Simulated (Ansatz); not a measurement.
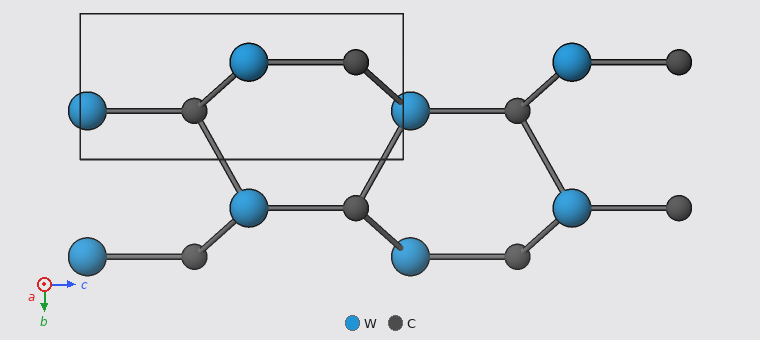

The picture looks along a close-packed row of the hexagonal mesh; c points to the right. Every atom sits on one of the three columns of the mesh; call them A, B, C in the order in which they first turn up. The sequence starts with the first layer at or above the cell's origin.

WC. Coordinates: the geometry relaxed with DFT, PBE, PAW with Ansatz's default frozen-core files, scalar-relativistic (Ansatz 0.2.0); the starting structure was generated, so it need not be a known form of this composition.

List the layers of one repeat.

W(A) – C(A) – W(B) – C(B) (four layers in 5.99 Å).

How are the C layers alone stacked?

C layers alone: AB, the hexagonal close-packed type.

Which positions between or in the C layers do the other atoms fill?

W: two tetrahedral sites in each hexagonal cell.

What short polytype symbol fits?

Polytype symbol 2H, the symbol of a tetrahedral polytype (number of double layers in the repeat and lattice).
